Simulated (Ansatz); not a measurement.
Single-point calculation, with input and output: Si96C95 (charge +2) (part 3 of 3)

Continued. System: Si96C95 (defect cell, 191 atoms in the cell, total charge +2). Method: DFT, HSE06, PAW, plane waves (Ansatz 0.2.0); cutoff 420 eV, 1×1×1 k-mesh, Fermi–Dirac smearing of 0.01 eV. 

### Output, continued
```
  atom 145  C      0.00191142     0.00496461     0.00486887
  atom 146  C      0.00901499     0.01256017     0.01027803
  atom 147  C      0.00878901     0.00465756     0.01036776
  atom 148  C     -0.00520335     0.00429742     0.00504872
  atom 149  C     -0.00265944     0.01931440     0.01134244
  atom 150  C      0.04823853     0.02833775     0.04268304
  atom 151  C      0.01073814    -0.01522984     0.01232693
  atom 152  C      0.00099914    -0.01355162     0.00563424
  atom 153  C     -0.00350004     0.00246085     0.00319224
  atom 154  C     -0.01300736     0.01190350     0.01070601
  atom 155  C     -0.05475856     0.02806296     0.04193468
  atom 156  C     -0.00150285    -0.06744691     0.04490438
  atom 157  C      0.00222705    -0.02201379     0.01108230
  atom 158  C      0.00059932    -0.00746115     0.00285697
  atom 159  C     -0.00150831     0.00668941     0.00486468
  atom 160  C     -0.01312776     0.00479599     0.00872278
  atom 161  C     -0.01540311    -0.01496334     0.01198880
  atom 162  C     -0.00489572    -0.02124475     0.01088905
  atom 163  C     -0.00141817    -0.00691821     0.00542288
  atom 164  C     -0.00262822    -0.00562882     0.00586379
  atom 165  C     -0.00428360    -0.01361504     0.00549833
  atom 166  C     -0.00300980    -0.00683898     0.00332549
  atom 167  C     -0.00125538    -0.00707688     0.00416366
  atom 168  C      0.00163167     0.00278652     0.00725171
  atom 169  C      0.00158961     0.00877936     0.00545281
  atom 170  C     -0.00127560     0.00287774     0.00531719
  atom 171  C      0.00186202     0.01385919     0.00111704
  atom 172  C      0.01146490     0.01035393    -0.00266810
  atom 173  C      0.00587946    -0.00737538     0.00243191
  atom 174  C     -0.00429380     0.00337402     0.00761638
  atom 175  C     -0.00536795     0.01434024     0.00035259
  atom 176  C     -0.00181228     0.04022588    -0.05185068
  atom 177  C      0.03130979    -0.02178879    -0.05064616
  atom 178  C      0.00713577    -0.01383881     0.00173112
  atom 179  C      0.00098361    -0.00786146     0.00766875
  atom 180  C     -0.00116920     0.00187467     0.00719916
  atom 181  C     -0.00414909     0.00794248     0.00564325
  atom 182  C     -0.01472489     0.00893213    -0.00139336
  atom 183  C     -0.03364344    -0.02138796    -0.04997613
  atom 184  C     -0.00257640    -0.02146660    -0.00066478
  atom 185  C      0.00219498    -0.00901901     0.00575052
  atom 186  C     -0.00160585     0.00232076     0.00497102
  atom 187  C     -0.00995375    -0.00645898     0.00141202
  atom 188  C     -0.00941258    -0.01460055     0.00175830
  atom 189  C     -0.00503053    -0.00932782     0.00582918
  atom 190  C     -0.00205185    -0.01019507     0.00545708
  atom 191  C     -0.00429002    -0.00701746     0.00816222
  max |Σ_I F_I| component: 6.03e-5 eV/Å
--- Charged-cell corrections in eV (Makov–Payne, q = +2.000 e, ε = 9.700) ---
  F (periodic)     = -84994.213096  (uncorrected; the corrections below are reported, never added to it)
  E_corr1          = +0.631584  (monopole, q²α_M/2εL)
  F Makov-Payne    = -84993.581512  (F + E_corr1; no measured alignment; for a localised charge, not one spread in a band: unchecked)
--- Band table (eV) ---
  k-point 0: bands = ["-7.9932", "-7.6859", "-7.5584", "-7.3465", "-7.2521", "-7.1824", "-7.0331", "-6.9158", "-6.7653", "-6.6976", ... 362 levels left out ..., "8.2507", "8.3088", "8.3826", "8.4130", "8.4841", "8.5123", "8.5316", "8.6980", "8.8037", "11.4707", "11.5082", "11.5684", "12.4507", "12.5409", "12.6117", "12.7275", "12.7743", "12.8518", "13.0132", "13.1140", "13.1609", "13.1930", "13.2673", "13.3385", "13.3630", "13.3978", "13.4264", "13.4847", "13.5266",
      "13.5465", "13.5808", "13.6387", "13.6817", "13.6973", "13.7162", "13.7868", "13.8191", "13.8504", "13.9079", "13.9275", "13.9820", "13.9967", "14.1135", "14.2408", "14.3449", "14.4163", "14.4474", "14.4663", "14.5098", "14.6167", "14.6273", "14.6653", "14.7060", "14.7232", "14.7555", "14.8308", "14.8436", "14.8698", "14.8807", "14.9074", "14.9216", "14.9613", "14.9742", "15.0085", "15.0700", "15.0828", "15.0953", "15.1233", "15.1420",
      "15.1681", "15.1910", "15.2236", "15.2831", "15.3434", "15.4023", "15.4222", "15.4978", "15.5242", "15.5606", "15.5909", "15.6203", "15.6331", "15.6452", "15.6862", "15.7087", "15.7414", "15.7605", "15.8012", "15.8068", "15.8273", "15.8578", "15.8843", "15.9218", "15.9274", "15.9309", "15.9666", "16.0045", "16.0941", "16.1746", "16.1985", "16.2233", "16.2343", "16.2468", "16.2566", "16.2846", "16.2952", "16.3081", "16.3211", "16.3338",
      "16.3644", "16.3820", "16.4096", "16.4313", "16.4518", "16.4676", "16.4777", "16.5037", "16.5322", "16.5853", "16.5973", "16.6114", "16.6352", "16.6536", "16.6774", "16.7215", "16.7271", "16.7708", "16.8214", "16.8553", "16.8882", "16.9425", "17.0008", "17.0305", "17.0627", "17.0686", "17.0909", "17.1189", "17.1311", "17.1420", "17.1644", "17.1893", "17.1966", "17.2097", "17.2239", "17.2337", "17.2689", "17.2780", "17.3015", "17.3307",
      "17.3516", "17.3553", "17.3688", "17.3787", "17.4114", "17.4257", "17.4328", "17.4683", "17.5139", "17.5358", "17.5545", "17.5945", "17.6304", "17.6786", "17.7068", "17.7242", "17.7512", "17.7607", "17.7745", "17.7815", "17.7948", "17.8119", "17.8416", "17.8518", "17.8785", "17.9004", "17.9284", "17.9417", "17.9788", "17.9947", "18.0245", "18.0311", "18.0429", "18.0606", "18.0880", "18.0981", "18.1058", "18.1298", "18.1431", "18.1603",
      "18.1673", "18.1879", "18.2010", "18.2157", "18.2491", "18.2566", "18.2809", "18.2954", "18.3068", "18.3137", "18.3371"]
--- Löwdin populations: 191 sites ---
  site symbol       q [e]
     0     Si      2.8901
     1     Si      2.8898
     2     Si      2.8897
     3     Si      2.8888
     4     Si      2.8898
     5     Si      2.8893
     6     Si      2.8819
     7     Si      2.8821
     8     Si      2.8894
     9     Si      2.8900
    10     Si      2.8897
    11     Si      2.8818
    12     Si      3.0073
    13     Si      2.8818
    14     Si      2.8897
    15     Si      2.8898
    16     Si      2.8888
    17     Si      2.8821
    18     Si      2.8819
    19     Si      2.8889
    20     Si      2.8897
    21     Si      2.8895
    22     Si      2.8898
    23     Si      2.8900
    24     Si      2.9038
    25     Si      2.9033
    26     Si      2.9032
    27     Si      2.9034
    28     Si      2.9033
    29     Si      2.9017
    30     Si      2.9004
    31     Si      2.9018
    32     Si      2.9032
    33     Si      2.9037
    34     Si      2.9032
    35     Si      2.9006
    36     Si      2.9002
    37     Si      2.9030
    38     Si      2.9036
    39     Si      2.9036
    40     Si      2.9032
    41     Si      2.9018
    42     Si      2.9031
    43     Si      2.9035
    44     Si      2.9030
    45     Si      2.9032
    46     Si      2.9036
    47     Si      2.9036
    48     Si      2.9046
    49     Si      2.9037
    50     Si      2.9040
    51     Si      2.9053
    52     Si      2.8969
    53     Si      2.9061
    54     Si      2.9048
    55     Si      2.9056
    56     Si      3.0662
    57     Si      3.0693
    58     Si      2.9056
    59     Si      2.9049
    60     Si      2.9044
    61     Si      2.9036
    62     Si      2.8964
    63     Si      3.0702
    64     Si      2.8966
    65     Si      2.9037
    66     Si      2.9034
    67     Si      2.9067
    68     Si      2.9057
    69     Si      2.9037
    70     Si      2.9042
    71     Si      2.9054
    72     Si      2.8901
    73     Si      2.8901
    74     Si      2.8900
    75     Si      2.8897
    76     Si      2.8901
    77     Si      2.8904
    78     Si      2.8902
    79     Si      2.8902
    80     Si      2.8905
    81     Si      2.8901
    82     Si      2.8899
    83     Si      2.8901
    84     Si      2.8793
    85     Si      2.8902
    86     Si      2.8900
    87     Si      2.8900
    88     Si      2.8897
    89     Si      2.8903
    90     Si      2.8902
    91     Si      2.8897
    92     Si      2.8900
    93     Si      2.8907
    94     Si      2.8900
    95     Si      2.8903
    96      C      5.0035
    97      C      5.0038
    98      C      5.0039
    99      C      5.0042
   100      C      5.0038
   101      C      5.0042
   102      C      5.0017
   103      C      5.0017
   104      C      5.0042
   105      C      5.0035
   106      C      5.0039
   107      C      5.0018
   108      C      5.0108
   109      C      5.0018
   110      C      5.0039
   111      C      5.0037
   112      C      5.0042
   113      C      5.0015
   114      C      5.0017
   115      C      5.0042
   116      C      5.0040
   117      C      5.0042
   118      C      5.0039
   119      C      5.0036
   120      C      5.0012
   121      C      5.0031
   122      C      4.9988
   123      C      5.0038
   124      C      5.0031
   125      C      5.0038
   126      C      4.9840
   127      C      4.9834
   128      C      5.0034
   129      C      5.0010
   130      C      4.9986
   131      C      4.9843
   132      C      4.9842
   133      C      4.9986
   134      C      5.0028
   135      C      5.0037
   136      C      4.9832
   137      C      4.9837
   138      C      5.0038
   139      C      4.9944
   140      C      5.0038
   141      C      4.9986
   142      C      5.0025
   143      C      5.0139
   144      C      5.0146
   145      C      5.0145
   146      C      5.0143
   147      C      5.0146
   148      C      5.0177
   149      C      5.0000
   150      C      5.0178
   151      C      5.0147
   152      C      5.0140
   153      C      5.0145
   154      C      4.9998
   155      C      5.0002
   156      C      5.0146
   157      C      5.0142
   158      C      5.0141
   159      C      5.0143
   160      C      5.0177
   161      C      5.0146
   162      C      5.0143
   163      C      5.0150
   164      C      5.0146
   165      C      5.0142
   166      C      5.0142
   167      C      5.0142
   168      C      5.0148
   169      C      5.0143
   170      C      5.0144
   171      C      5.0167
   172      C      5.0140
   173      C      5.0142
   174      C      5.0143
   175      C      4.9941
   176      C      4.9936
   177      C      5.0141
   178      C      5.0139
   179      C      5.0142
   180      C      5.0149
   181      C      5.0169
   182      C      4.9937
   183      C      5.0166
   184      C      5.0146
   185      C      5.0152
   186      C      5.0139
   187      C      5.0141
   188      C      5.0146
   189      C      5.0141
   190      C      5.0139
  spilling = 0.010186 (of n_electrons = 762.000000)
```

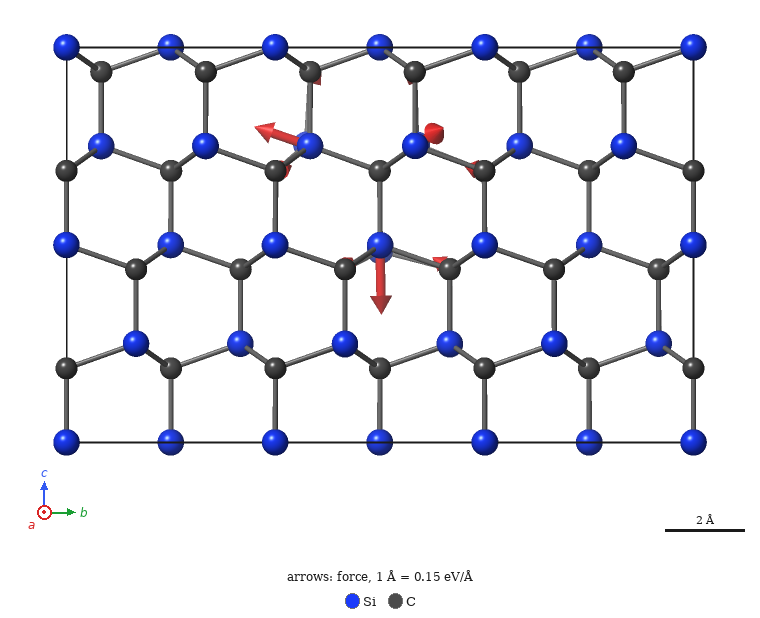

Forces on the atoms as red arrows (ball-and-stick view of the cell of the calculation, along the a axis); the smallest are left out. The largest act on Si13 (0.25 eV/Å); Si57, Si58, Si64 (0.21 eV/Å); C132, C133, C137, C138, C156 (0.08 eV/Å); C127 (0.08 eV/Å), among others. Atoms are counted from 1 in the order of the input and aren't labelled in the picture. 
